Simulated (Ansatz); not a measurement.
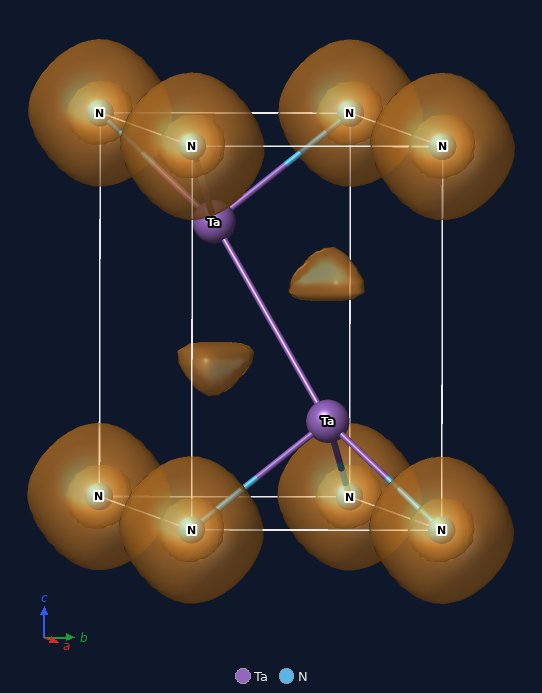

The picture shows: Ta₂N. Isosurface of the ELF at 0.65 (orange), seen slightly off an axis. Only the valence region is drawn (cores and ρ < 0.01 e/Å³ removed). Sticks mark near contacts.

Space group P-1; a structure from a database of computed crystals, not necessarily the ambient phase; changed on purpose from its base cell (cell strained at random at fixed volume); not relaxed (largest force 0.5 eV/Å); computed pressure about −9 GPa in this cell.

These are results of Kohn-Sham DFT of a periodic cell, PBEsol, PseudoDojo standard (Ansatz), not measurements.

In a PAW calculation such maps are meaningful between the atoms, not at the nuclei.

Q: What do the ELF domains correspond to?

A: The ELF exceeds this value in one region wrapped around N (its valence shell) and two pockets between the atoms, centred on no nucleus (multi-centre or interstitial), counted in one cell of 3 atoms. Any copies at cell faces, edges or corners count once. Profiles from the grid: Ta–N (2.16 Å): the ELF peaks at about 0.80 in the valence shell of N, 0.6 Å from its nucleus, and drops to about 0.20 between the two atoms (no shared electron pair shows on this line). Ta–Ta (2.94 Å): the ELF is about 0.35 at the midpoint.
